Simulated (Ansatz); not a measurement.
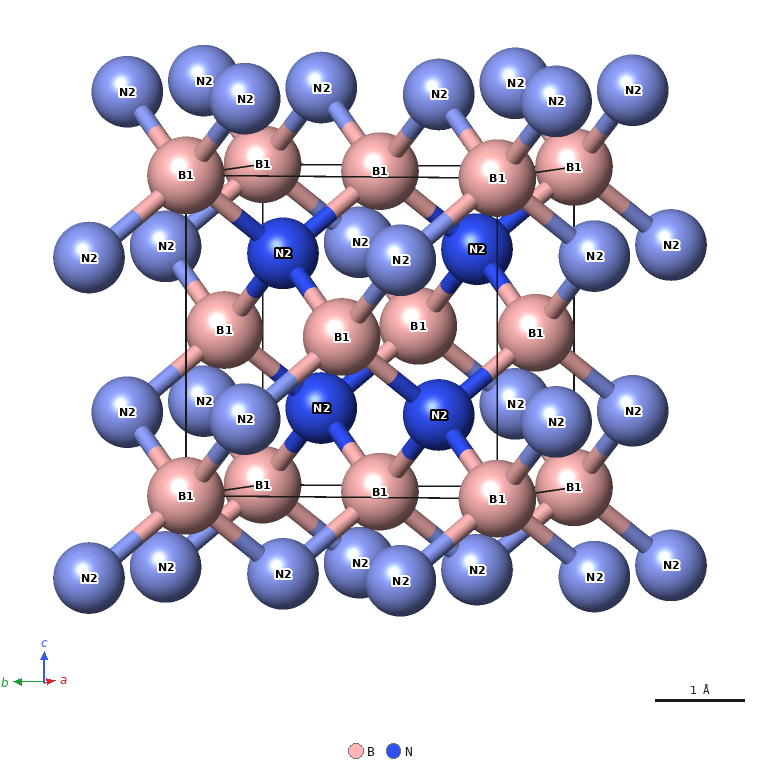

Figure 1. The structure as given in the input (ball-and-stick view of the cell 4 times as large as that of the calculation, set on its symmetry axes, seen at an oblique angle; neighbours outside the cell are drawn fainter; atoms are numbered from 1 in the order of the input). An atom can appear more than once, as a periodic image. Near neighbours in the periodic cell (some may lie outside the picture): B has 4 N at 1.57 Å; N has 4 B at 1.57 Å.

# Single-point calculation of BN

- system: BN (2 atoms in the cell)
- method: DFT, PBE, plane waves, PAW, no spin polarisation (Ansatz 0.2.0)

The structure derives from an entry of the Crystallography Open Database. Figures and captions count atoms from 1; the log counts them from 0 in places.

The program's output:
```
scf.n_extra_bands = 1 over 4 filled bands (N_el = 8.0): the run solves 5 bands
Engine: ansatz 0.2.0, aarch64-unknown-linux-gnu
Pseudopotentials: kind: paw
Pseudopotential: B, paw, valence charge 3, recommended cutoff 420 eV (normal), B.paw.azcp
Pseudopotential: N, paw, valence charge 5, recommended cutoff 420 eV (normal), N.paw.azcp
Functional definition: PBE
  parameter kappa = 0.804
  parameter beta = 0.06672455060314922
  exchange = pbe_x(kappa = kappa, mu = beta*pi^2/3)
  correlation = pbe_c(beta = beta)
Crystal: 2 atoms, lattice volume = 11.906 Å³
Basis set: ecut = 420 eV, 259 PW (Γ), exchange–correlation on 36×36×36 points (8 copies of the dense FFT grid, shifted against one another)
Bands: 5, of which v1, the nominal top of the filled ones, is band 4 counted from 1 (3 counted from 0)
Symmetry: 24 space group operations
Space group: F-43m (ITA 216), of the structure as read, at distance tolerance 2.3e-5 Å
k-points: 413 of 13824 (time reversal used)
Non-local potential: B, projectors of the file, l = 0: 2, l = 1: 2, l = 2: 1
Non-local potential: N, projectors of the file, l = 0: 2, l = 1: 2, l = 2: 1
PAW form: soft (Blöchl's): semilocal exchange-correlation on the pseudo side does not see the compensation charge
PAW one-centre angular grid: B, 110 points (default); XC on 64 Gauss nodes
PAW one-centre angular grid: N, 110 points (default); XC on 64 Gauss nodes
Initial density: superposition of atomic densities (neutral atoms: chi_scale 0, normalization atom), corrected by the library's trained network
Initial wavefunctions: pseudopotential atomic-orbital guess
Functional: x = pbe(κ = 0.804, μ = 0.2195149727645171), c = pbe(β = 0.06672455060314922)
SCF iter   1: F=—  HF=-542.275662 eV  |F-HF|=—  |Δ(HF+E_count)|=         —  Δρ=1.56e-3  dr2=1.51e-4  ethr=1.77e-3  ⟨swp⟩=4.0  Hψ=16674  notcnv=0
SCF iter   2: F=—  HF=-542.275805 eV  |F-HF|=—  |Δ(HF+E_count)|=   1.43e-4  Δρ=8.11e-4  dr2=2.16e-5  ethr=1.89e-6  ⟨swp⟩=2.0  Hψ=7016  notcnv=0
SCF iter   3: F=—  HF=-542.275849 eV  |F-HF|=—  |Δ(HF+E_count)|=   4.47e-5  Δρ=3.58e-4  dr2=5.22e-6  ethr=2.70e-7  ⟨swp⟩=2.5  Hψ=3833  notcnv=0
iter 4 did not close the SCF: its close was put off for the readings that it lacked (scf_convergence_deferred on its scf_iter line)
SCF iter   4: F=-542.275863 eV  HF=-542.275863 eV  |F-HF|=3.17e-9  |Δ(HF+E_count)|=   1.33e-5  Δρ=2.76e-5  dr2=3.75e-8  ethr=6.53e-8  ⟨swp⟩=2.0  Hψ=3657  notcnv=0
iter 5 did not close the SCF: its close was put off for the readings that it lacked (scf_convergence_deferred on its scf_iter line)
SCF iter   5: F=-542.275863 eV  HF=-542.275863 eV  |F-HF|=4.25e-9  |Δ(HF+E_count)|=   3.57e-9  Δρ=1.06e-5  dr2=3.72e-9  ethr=4.69e-10  ⟨swp⟩=2.2  Hψ=3673  notcnv=0
SCF iter   6: F=-542.275863 eV  HF=-542.275863 eV  |F-HF|=2.84e-11  |Δ(HF+E_count)|=   4.90e-9  Δρ=5.45e-7  dr2=2.09e-11  ethr=4.65e-11  ⟨swp⟩=4.9  Hψ=11995  notcnv=0
SCF 1 converged in 6 iterations: F = -542.275863 eV  dr2 = 2.09e-11
  greatest PAW one-centre occupation: 0.786 electrons in one spin orbital (limit 2), on the N atom at site 1 (counted from 0), in its partial waves of l = 0
```

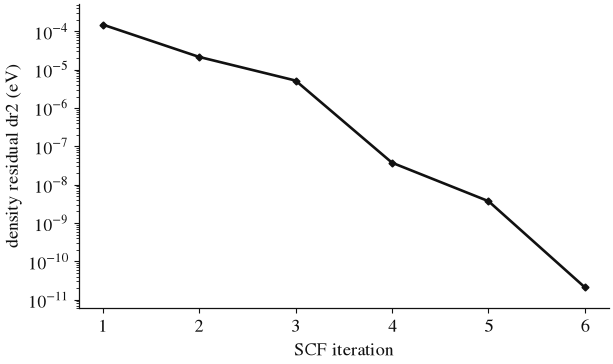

Figure 2. Convergence of the self-consistent field: density residual dr2 against the SCF iteration. The residual falls at every step.

```
SCF converged after 6 iterations
Free energy (F): -542.275863 eV
Harris-Foulkes:  -542.275863 eV  (|F-HF|=2.84e-11)
Internal energy: -542.275863 eV  (E = F + TS)
E sigma→0 (E₀):  -542.275863 eV
Fermi energy:    13.282308 eV
--- Per-component energies (eV) ---
  E_band       = 25.734672
  E_kinetic    = 185.142373
  E_local      = -176.090105  (includes V_loc(G=0)·N_el)
  E_nonlocal   = 56.516853
  E_hartree    = 49.316813
  E_xc         = -93.329919
  E_vxc        = -116.077144  (∫ρ·V_xc dr)
  E_paw        = -206.404957  (= ΣΔE_a)
  E_vpaw       = -22.390983  (= ΣTr[D̂ρ^β])
  E_aug_tail   = 0.000103  (compensation charges beyond the density's cutoff)
  E_ewald      = -357.427024
  E_smearing   = -0.000000  (= −TS)
  E_closure    = 0.000000  (closes the sum)
  Σ components = -542.275863   (vs F -542.275863, Δ=0.00e0)
--- Forces (eV/Å), atoms counted from 1 ---
  atom   1  B     -0.00000000     0.00000000     0.00000000
  atom   2  N      0.00000000     0.00000000    -0.00000000
  max |Σ_I F_I| component: 6.38e-16 eV/Å
--- Stress (GPa, compression-positive) ---
        0.000653      -0.000000      -0.000000
       -0.000000       0.000653       0.000000
       -0.000000       0.000000       0.000653
  P = ⅓ Tr σ = 0.0007 GPa (0.007 kbar)
--- Band table (eV; the first three rows and the last of 413) ---
  k-point 0: bands = ["-9.0900", "11.0509", "11.0509", "11.0509", "19.8433"]
  k-point 1: bands = ["-9.0479", "10.8094", "11.0042", "11.0042", "19.9035"]
  k-point 2: bands = ["-8.9219", "10.1446", "10.8724", "10.8724", "20.0357"]
  k-point 412: bands = ["-3.2496", "3.4990", "4.1479", "4.6048", "20.6220"]
```

File rho_z.tsv:
```
# z_ang	rho[e/angstrom^3]
# format = ansatz-planar-average/11
# lattice	0.000000000	1.812342690	1.812342690
# lattice	1.812342690	0.000000000	1.812342690
# lattice	1.812342690	1.812342690	0.000000000
# sites	2
# site	5	0.000000000	0.000000000	0.000000000
# site	7	2.718514035	2.718514035	2.718514035
0.000000	7.204404e-1
0.142391	5.717112e-1
0.284782	4.609349e-1
0.427173	3.861066e-1
0.569564	3.403416e-1
0.711955	3.191298e-1
0.854347	3.228475e-1
0.996738	3.555283e-1
1.139129	4.215264e-1
1.281520	5.249848e-1
1.423911	6.623871e-1
1.566302	8.128840e-1
1.708693	9.506377e-1
1.851084	1.060867e0
1.993475	1.128114e0
2.135866	1.126194e0
2.278257	1.040350e0
2.420649	8.901728e-1
```

File v_z.tsv:
```
# z_ang	v_es[eV]	v_tot[eV]
# format = ansatz-planar-average/11
# xc	pbe
# density_cutoff_ev	1680
# datasets	B=:simpson_from_first_knot:soft	N=:simpson_from_first_knot:soft
# lattice	0.000000000	1.812342690	1.812342690
# lattice	1.812342690	0.000000000	1.812342690
# lattice	1.812342690	1.812342690	0.000000000
# sites	2
# site	5	0.000000000	0.000000000	0.000000000
# site	7	2.718514035	2.718514035	2.718514035
0.000000	-3.853558e0	-1.799470e1
0.142391	-1.456722e0	-1.466411e1
0.284782	1.111512e0	-1.106016e1
0.427173	3.776451e0	-7.499813e0
0.569564	6.565224e0	-4.066756e0
0.711955	9.004833e0	-1.224602e0
0.854347	1.062410e1	5.451500e-1
0.996738	1.122061e1	9.815199e-1
1.139129	1.056040e1	-1.773811e-1
1.281520	8.668142e0	-2.827845e0
1.423911	5.903758e0	-6.458193e0
1.566302	2.827120e0	-1.038973e1
1.708693	-1.595121e-1	-1.414098e1
1.851084	-2.878847e0	-1.745998e1
1.993475	-5.099108e0	-2.008002e1
2.135866	-6.456176e0	-2.162970e1
2.278257	-6.662136e0	-2.178733e1
2.420649	-5.711989e0	-2.050336e1
```

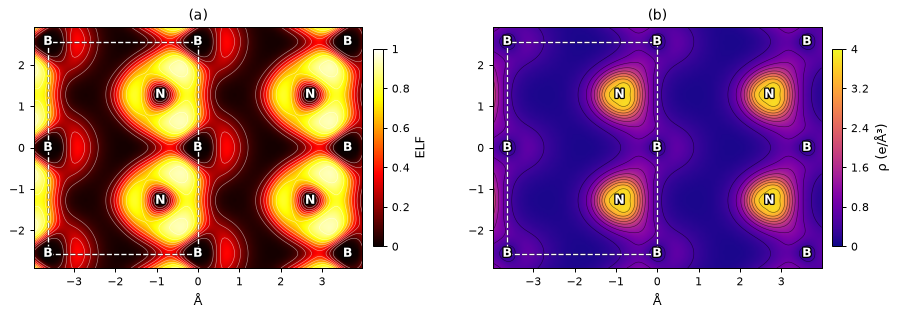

Figure 3. (a) ELF; (b) valence electron density on the (101) plane of the conventional cell. The section cuts through B and N sites. B–N (1.57 Å): the density is about 1.4 e/Å³ at the midpoint; the ELF peaks at about 0.95 between the atoms, which marks a polar covalent bond. Away from the nuclei the density in this plane falls to 0.08 e/Å³ at its lowest. In a PAW calculation such maps are meaningful between the atoms, not at the nuclei.

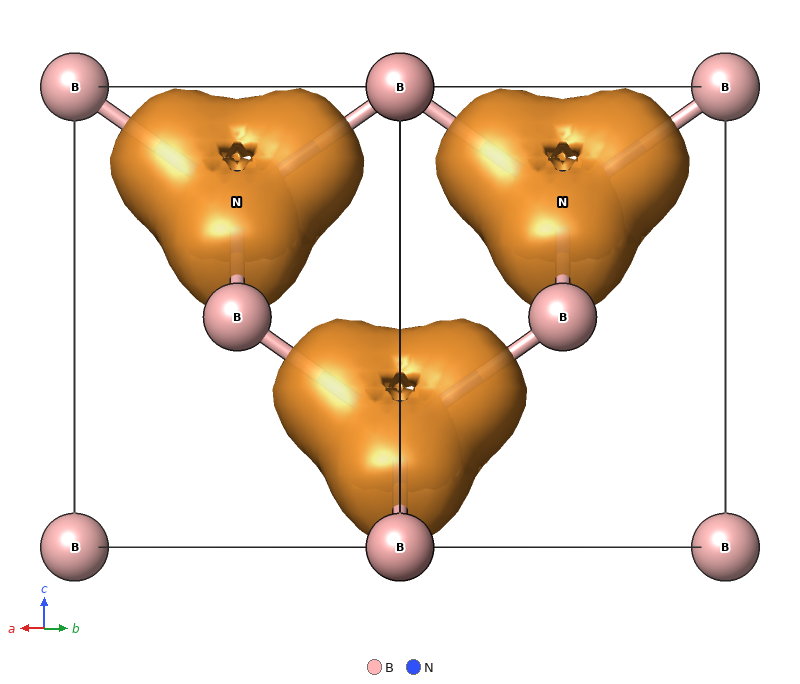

Figure 4. Isosurface of the ELF at 0.7 (orange), seen along [110]. Only the valence region is drawn (cores and ρ < 0.01 e/Å³ removed). Sticks mark near contacts. The outline is the cell set on symmetry axes. Along the contacts the grid gives the following. B–N (1.57 Å): the ELF peaks at about 0.95 between the atoms (a shared but strongly polarised pair).

This output came from the following input.

The input:
```yaml
crystal:
  lattice:
    - [0.0, 1.8123426903, 1.8123426903]
    - [1.8123426903, 0.0, 1.8123426903]
    - [1.8123426903, 1.8123426903, 0.0]
  atoms:
    - { symbol: B, position: [0.0, 0.0, 0.0] }
    - { symbol: "N", position: [0.75, 0.75, 0.75] }
basis:
  ecutwfc: 420
  ecutrho_ratio: 4
kpoints:
  mp_grid: { grid: [24, 24, 24] }
hamiltonian:
  xc: pbe
scf:
  occupations: { method: gaussian, width: 0.05 }
  mixing: { preconditioner: none }
  n_extra_bands: 1
output:
  forces: true
  stress: true
  write_density: true
  write_potential: true
  elf: true
  volumetric_format: npy
```

Command:
```bash
ansatz run input.yaml --threads 4 --pin off --max-ram 7168MiB --backend cpu --events-out ev --progress --plain --runs-dir out
```

Results in brief:

| quantity | value |
| --- | --- |
| outcome | converged |
| space group (tolerance 0.01 Å) | F-43m (216) |
| electrons treated | 8 |
| free energy | −542.2759 eV |
| Fermi energy | 13.282 eV |
| gap on the k-point mesh | 4.46 eV |
| pressure | 0.00 GPa |
| largest force (length of the vector) | under 0.001 eV/Å |
| hardware | 4 threads of Arm Neoverse V2, 24 GiB of memory available, shared host |
| wall time | 1.2 s (CPU time 4.3 s) |
| peak memory | 0.32 GiB |

Remarks:

Settings chosen away from the usual ones: scf.mixing.preconditioner = "none", scf.n_extra_bands = 1, kpoints.mp_grid.grid = [24, 24, 24].
